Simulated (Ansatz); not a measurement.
The coordinates of a crystal:

```yaml
crystal:
  lattice:
    - [5.14073, 0.00000, 0.00000]
    - [-2.57036, 4.45200, 0.00000]
    - [0.00000, 0.00000, 4.17875]
  atoms:
    - { symbol: Al, position: [0.66667, 0.33333, 0.25000] }
    - { symbol: Al, position: [0.33333, 0.66667, 0.75000] }
    - { symbol: Cu, position: [0.33062, 0.16531, 0.75000] }
    - { symbol: Cu, position: [0.83469, 0.16531, 0.75000] }
    - { symbol: Cu, position: [0.83469, 0.66938, 0.75000] }
    - { symbol: Cu, position: [0.66938, 0.83469, 0.25000] }
    - { symbol: Cu, position: [0.16531, 0.83469, 0.25000] }
    - { symbol: Cu, position: [0.16531, 0.33062, 0.25000] }
```

Question: Interpret the file: composition, symmetry and coordination.

Answer: Formula: AlCu$_{3}$. The space group is P6_3/mmc (No. 194); the lattice is primitive hexagonal. The cell comprises 2 formula units: 2 Al, 6 Cu. Each Al has twelve Cu in an anticuboctahedral arrangement at 2.57 Å. About every Cu there are eight Cu and four Al in an anticuboctahedral arrangement (2.55 to 2.59 Å to Cu, 2.57 Å to Al). The bonds build a three-dimensional framework.

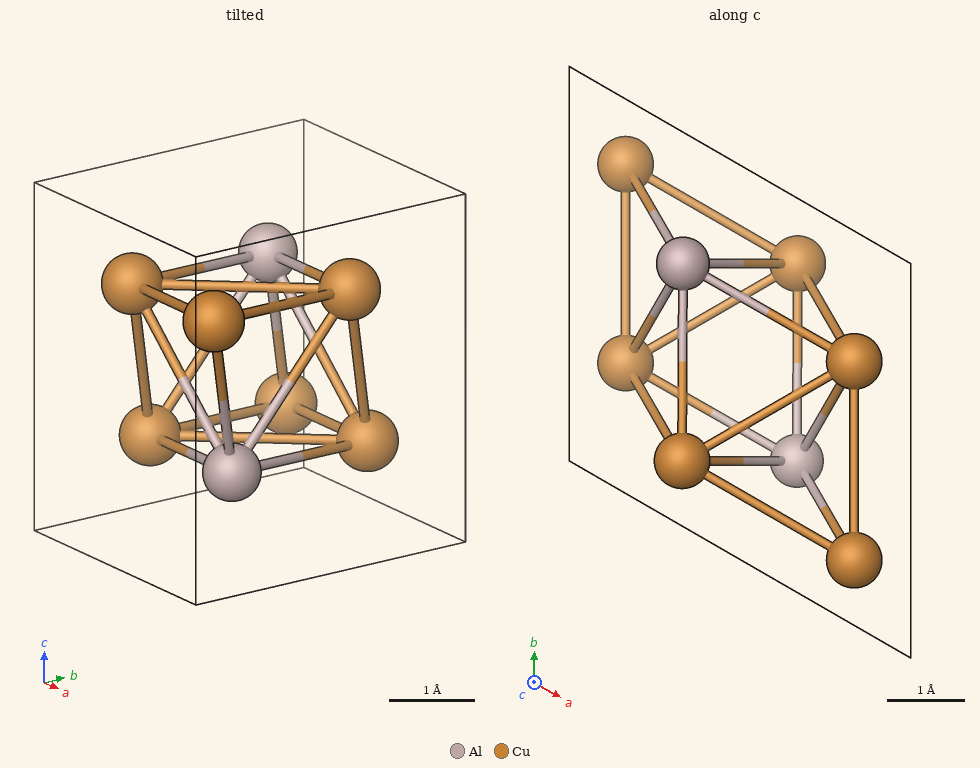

Ball-and-stick representation of a periodic structure, projected slightly off an axis and along the c axis. The edges of the conventional unit cell are marked.

Provenance: a structure listed in the Materials Project. The picture shows the end point of a geometry optimisation with DFT PBEsol, scalar-relativistic, plane waves, PAW in Ansatz 0.2.0.
